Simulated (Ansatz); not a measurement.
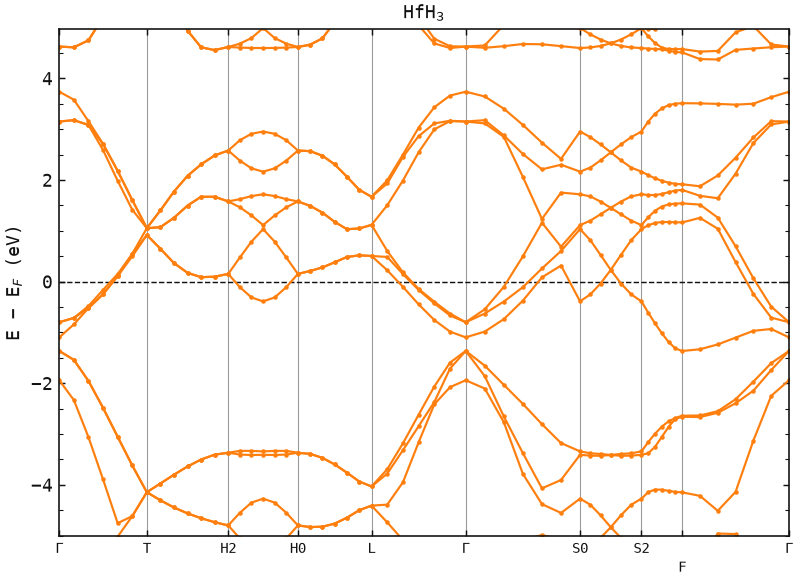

Band structure. Energies are counted from the Fermi level. The path runs straight from each named point to the next. The path has few k points, so lines between them are rough.

What lattice type does the k path imply?

A rhombohedral lattice: the path Γ–T–H2–H0–L–Γ–S0–S2–F–Γ runs through the special points of its Brillouin zone.

System: HfH3, space group R-3c, 8 atoms in the cell, a structure borrowed from another compound.

Ansatz 0.2.0; DFT with PBEsol, PAW plane waves, no spin polarisation, 8×8×8 k mesh, 420 eV cutoff, Gaussian smearing of 0.087 eV.

Metal, semiconductor or insulator?

A metal: bands cross the Fermi level along this path.

Which levels at Γ lie nearest to the Fermi level?

At Γ the nearest levels lie 0.80 eV below and 3.15 eV above the Fermi level.

The structure was built from a prototype or by substitution, so it need not be a known phase. The atoms aren't at rest in this cell (largest force 0.8 eV/Å), so the relaxed material can differ. The cell is at 13 GPa in this functional. Spin-orbit coupling is left out, which matters for Hf.
